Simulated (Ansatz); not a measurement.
## Geometry relaxation, with input and output: WSe$_{2}$ (part 2 of 2)

WSe$_{2}$ (P6₃/mmc, 6 atoms in the cell); DFT r2SCAN+D3(BJ), scalar-relativistic, plane waves, PAW, no spin polarisation (Ansatz 0.2.0); cutoff 500 eV, 9×9×2 k-mesh, fixed occupations. The structure derives from an entry of the Crystallography Open Database.

Geometry of the input (Å; fractional positions):
```
3.2974  0.0000  0.0000
-1.6487  2.8556  0.0000
0.0000  0.0000  13.0815
W  0.3333  0.6667  0.2500
W  0.6667  0.3333  0.7500
Se 0.3333  0.6667  0.6228
Se 0.6667  0.3333  0.1228
Se 0.3333  0.6667  0.8772
Se 0.6667  0.3333  0.3772
```

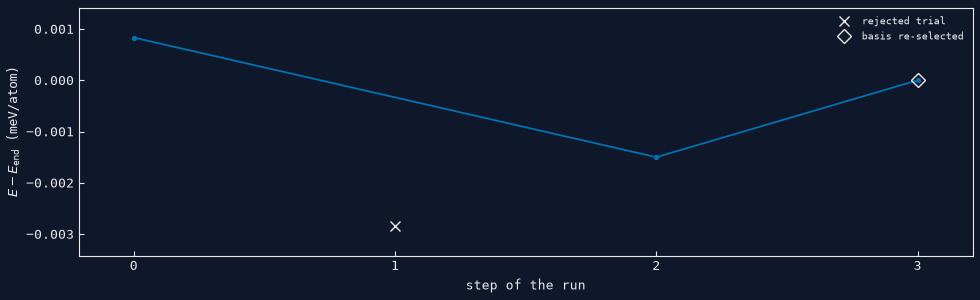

**Figure 1.** Progress of the relaxation, step by step (the first geometry is step 0 here and step 1 in the log). The atoms keep their places relative to the cell (all moves are under 0.005 Å). The space group stays P6_3/mmc (No. 194). After 2 geometry steps the energy has fallen by next to nothing (0.0 meV per atom). Largest force component: 0.0027 eV/Å at the start, 0.00037 eV/Å at the end. The pressure goes from −0.03 to 0.00 GPa. The line search rejected the trial step at point 1 (counted from 0) and went back. A last SCF at the same geometry on a re-selected plane-wave basis shifts the energy by +0.0 meV per atom. (Atoms are counted from 1 in the order of the input.)

```
basis re-selected at this cell: Δ(F+E_penalty+E_count) = +9.169e-6 eV, ΔP = -0.000 GPa vs the last step (what re-selecting the basis moved, of the pressure what is left beyond the Pulay correction that the steps carried, after the strain that the cell walked since its last selection, with what the two solves' SCF thresholds leave and, on support functions, any second-order correction that the steps lacked; it is no measure of the basis error at this ecutwfc). This SCF's stress stands 7.52e-3 GPa from its target on what of the cell is left free (relax.cell.stress_tol is 1.00e-2 GPa) and its largest allowed force component is 3.68e-4 eV/Å (relax.f_tol is 1.00e-3 eV/Å): within both
SCF converged after 5 iterations
Free energy (F): -42712.050049 eV
Harris-Foulkes:  -42712.050049 eV  (|F-HF|=2.91e-11)
Internal energy: -42712.050049 eV  (E = F + TS)
E sigma→0 (E₀):  -42712.050049 eV
Fermi energy:    12.564546 eV
--- Per-component energies (eV) ---
  E_band       = -1787.996340
  E_kinetic    = 1381.663328
  E_local      = -11664.106605  (includes V_loc(G=0)·N_el)
  E_nonlocal   = -2376.553719
  E_hartree    = 5604.997054
  E_xc         = -893.533744
  E_vxc        = -945.787947  (∫ρ·V_xc dr)
  E_paw        = -24887.429565  (= ΣΔE_a)
  E_vpaw       = 559.284875  (= ΣTr[D̂ρ^β])
  E_aug_tail   = -0.000941  (compensation charges beyond the density's cutoff)
  E_vtau       = 47.510595  (kinetic-family band-sum trace: ∫τ·v_τ [+ j·A + Jᵃ·Aᵃ] dr)
  E_ewald      = -9867.546924
  E_disp       = -1.303954  (pairwise vdW)
  E_core_change = -8.234979  (= ΣΔE_core)
  E_smearing   = -0.000000  (= −TS)
  E_closure    = 0.000000  (closes the sum)
  Σ components = -42712.050049   (vs F -42712.050049, Δ=0.00e0)
--- Forces (eV/Å), atoms counted from 1 ---
  atom   1  W     -0.00000000     0.00000000     0.00000000
  atom   2  W     -0.00000000    -0.00000000    -0.00000000
  atom   3  Se     0.00000000     0.00000000     0.00036791
  atom   4  Se     0.00000000    -0.00000000     0.00036791
  atom   5  Se     0.00000000     0.00000000    -0.00036791
  atom   6  Se     0.00000000    -0.00000000    -0.00036791
  max |Σ_I F_I| component: 5.78e-18 eV/Å
--- Stress (GPa, compression-positive) ---
       -0.000674       0.000000       0.000000
        0.000000      -0.000674       0.000000
        0.000000       0.000000      -0.007522
  P = ⅓ Tr σ = -0.0030 GPa (-0.030 kbar)
--- Band table (eV; the first three rows and the last of 24) ---
  k-point 0: bands = ["-63.6690", "-63.6690", "-36.1679", "-36.1679", "-36.1678", "-36.1678", "-36.1671", "-36.1671", "-36.1670", "-36.1670", "-36.1373", "-36.1373", "-36.1370", "-36.1370", "-36.1358", "-36.1358", "-36.1356", "-36.1356", "-36.1236", "-36.1234", "-36.1210", "-36.1207", "-27.3082", "-27.3082", "-27.1856", "-27.1856", "-27.1856", "-27.1856", "-3.3555", "-3.1358", "-2.0724", "-1.6965", "5.2060", "6.2475", "8.8957", "9.6826", "9.6826", "9.6988", "9.6988", "10.8479", "10.8479", "10.8973", "10.8973", "11.3051", "11.4923", "12.5645", "15.3220", "15.3220", "15.3658", "15.3658", "15.4205", "15.4205", "15.6060", "15.6060", "17.5709", "18.1724"]
  k-point 1: bands = ["-63.6690", "-63.6690", "-36.1678", "-36.1678", "-36.1678", "-36.1678", "-36.1670", "-36.1670", "-36.1670", "-36.1670", "-36.1371", "-36.1371", "-36.1371", "-36.1371", "-36.1357", "-36.1357", "-36.1357", "-36.1357", "-36.1235", "-36.1235", "-36.1209", "-36.1209", "-27.3082", "-27.3082", "-27.1856", "-27.1856", "-27.1856", "-27.1856", "-3.2589", "-3.2589", "-1.8734", "-1.8734", "5.6471", "5.6471", "9.6906", "9.6906", "9.6906", "9.6906", "9.8838", "9.8838", "10.8726", "10.8726", "10.8726", "10.8726", "12.3199", "12.3199", "15.3282", "15.3282", "15.3282", "15.3282", "15.5286", "15.5286", "15.5286", "15.5286", "17.8969", "17.8969"]
  k-point 2: bands = ["-63.6677", "-63.6677", "-36.1677", "-36.1677", "-36.1673", "-36.1672", "-36.1672", "-36.1671", "-36.1665", "-36.1665", "-36.1374", "-36.1373", "-36.1371", "-36.1371", "-36.1362", "-36.1359", "-36.1359", "-36.1356", "-36.1234", "-36.1231", "-36.1207", "-36.1205", "-27.3020", "-27.3020", "-27.2149", "-27.2149", "-27.1923", "-27.1923", "-3.1625", "-2.9443", "-1.9694", "-1.6104", "5.4491", "6.4872", "8.6930", "9.1335", "9.1678", "9.8578", "9.8853", "10.0787", "10.5336", "10.5927", "10.7833", "11.5106", "11.5315", "12.2550", "14.8568", "15.0504", "15.1585", "15.1676", "15.1715", "15.3905", "15.6054", "15.7172", "18.4930", "19.0345"]
  k-point 23: bands = ["-63.6563", "-63.6563", "-36.1661", "-36.1661", "-36.1644", "-36.1644", "-36.1642", "-36.1642", "-36.1640", "-36.1640", "-36.1394", "-36.1394", "-36.1381", "-36.1381", "-36.1370", "-36.1370", "-36.1369", "-36.1369", "-36.1211", "-36.1211", "-36.1181", "-36.1181", "-27.3710", "-27.3710", "-27.3423", "-27.3423", "-27.2483", "-27.2483", "-0.8583", "-0.8583", "-0.7262", "-0.7262", "6.5763", "6.5763", "6.6781", "6.6781", "7.6511", "7.6511", "8.0462", "8.0462", "8.9237", "8.9237", "9.6889", "9.6889", "12.1960", "12.1960", "13.9286", "13.9286", "15.2058", "15.2058", "15.9475", "15.9475", "17.2660", "17.2660", "19.1075", "19.1075"]
--- Relaxed structure (3 steps of the walk, 2 accepted, 1 SCFs on fresh bases) ---
  F+E_penalty+E_count = -42712.05004877 eV   max|allowed force component| = 3.679e-4 eV/Å   (the final SCF, on the basis selected at the relaxed cell)
  cell:  # Å, volume = 123.1275 Å³
    - [3.2971220047173424, 0.0, -8.508960094301239e-35]
    - [-1.6485610023586712, 2.8553914154618947, 7.938967847877073e-35]
    - [-3.375701791979041e-34, 1.6878508959895204e-34, 13.078393031362742]
  atoms:
    - { symbol: W, position: [0.33333333333333326, 0.6666666666666665, 0.24999999999999997] }
    - { symbol: W, position: [0.6666666666666665, 0.33333333333333326, 0.7499999999999999] }
    - { symbol: Se, position: [0.33333333333333326, 0.6666666666666665, 0.62276599769113] }
    - { symbol: Se, position: [0.6666666666666665, 0.33333333333333326, 0.12276599769113007] }
    - { symbol: Se, position: [0.33333333333333326, 0.6666666666666665, 0.8772340023088698] }
    - { symbol: Se, position: [0.6666666666666665, 0.33333333333333326, 0.37723400230886983] }
```

Trajectory as extended XYZ (Å, eV, eV/Å), 4 frames, from step=1 to step=4
```
6
Lattice="3.2974 0.0000 0.0000 -1.6487 2.8556 0.0000 0.0000 0.0000 13.0815" Properties=species:S:1:pos:R:3:forces:R:3 step=1 energy=-42712.05004 pressure_GPa=-0.03
W     0.0000    1.9037    3.2704    0.0000   0.0000   0.0000
W     1.6487    0.9519    9.8111    0.0000   0.0000   0.0000
Se    0.0000    1.9037    8.1470    0.0000   0.0000   0.0027
Se    1.6487    0.9519    1.6063    0.0000   0.0000   0.0027
Se    0.0000    1.9037   11.4752    0.0000   0.0000  -0.0027
Se    1.6487    0.9519    4.9345    0.0000   0.0000  -0.0027
6
Lattice="3.2966 0.0000 0.0000 -1.6483 2.8549 0.0000 0.0000 0.0000 13.0751" Properties=species:S:1:pos:R:3:forces:R:3 step=2 energy=-42712.05007 pressure_GPa=0.03 accepted=F
W     0.0000    1.9033    3.2688    0.0000   0.0000   0.0000
W     1.6483    0.9516    9.8064    0.0000   0.0000   0.0000
Se    0.0000    1.9033    8.1422    0.0000   0.0000  -0.0001
Se    1.6483    0.9516    1.6046    0.0000   0.0000  -0.0001
Se    0.0000    1.9033   11.4705    0.0000   0.0000   0.0001
Se    1.6483    0.9516    4.9329    0.0000   0.0000   0.0001
6
Lattice="3.2971 0.0000 0.0000 -1.6486 2.8554 0.0000 0.0000 0.0000 13.0784" Properties=species:S:1:pos:R:3:forces:R:3 step=3 energy=-42712.05006 pressure_GPa=-0.00
W     0.0000    1.9036    3.2696    0.0000   0.0000   0.0000
W     1.6486    0.9518    9.8088    0.0000   0.0000   0.0000
Se    0.0000    1.9036    8.1448    0.0000   0.0000   0.0004
Se    1.6486    0.9518    1.6056    0.0000   0.0000   0.0004
Se    0.0000    1.9036   11.4728    0.0000   0.0000  -0.0004
Se    1.6486    0.9518    4.9336    0.0000   0.0000  -0.0004
6
Lattice="3.2971 0.0000 0.0000 -1.6486 2.8554 0.0000 0.0000 0.0000 13.0784" Properties=species:S:1:pos:R:3:forces:R:3 step=4 energy=-42712.05005 pressure_GPa=-0.00
W     0.0000    1.9036    3.2696    0.0000   0.0000   0.0000
W     1.6486    0.9518    9.8088    0.0000   0.0000   0.0000
Se    0.0000    1.9036    8.1448    0.0000   0.0000   0.0004
Se    1.6486    0.9518    1.6056    0.0000   0.0000   0.0004
Se    0.0000    1.9036   11.4728    0.0000   0.0000  -0.0004
Se    1.6486    0.9518    4.9336    0.0000   0.0000  -0.0004
```

Summary

```tsv
quantity	value
outcome	converged
space group (tolerance 0.01 Å)	P6₃/mmc (194)
electrons treated	92
free energy	−42712.0500 eV
Fermi energy	12.565 eV
gap on the k-point mesh	1.23 eV
pressure	0.00 GPa
final volume	123.13 Å³
largest force (length of the vector) at the end	under 0.001 eV/Å
final cell	a = 3.297 Å, b = 3.297 Å, c = 13.078 Å, α = 90.00°, β = 90.00°, γ = 120.00°
hardware	4 threads of AMD EPYC (Zen 3), 64 GiB of memory available, shared host
wall time	15 s (CPU time 58 s)
peak memory	0.87 GiB
```

Notes on the run: the dispersion correction has no parameters fitted for this combination and takes those fitted for r2SCAN with other terms. Spin–orbit coupling is left out, which matters for W.
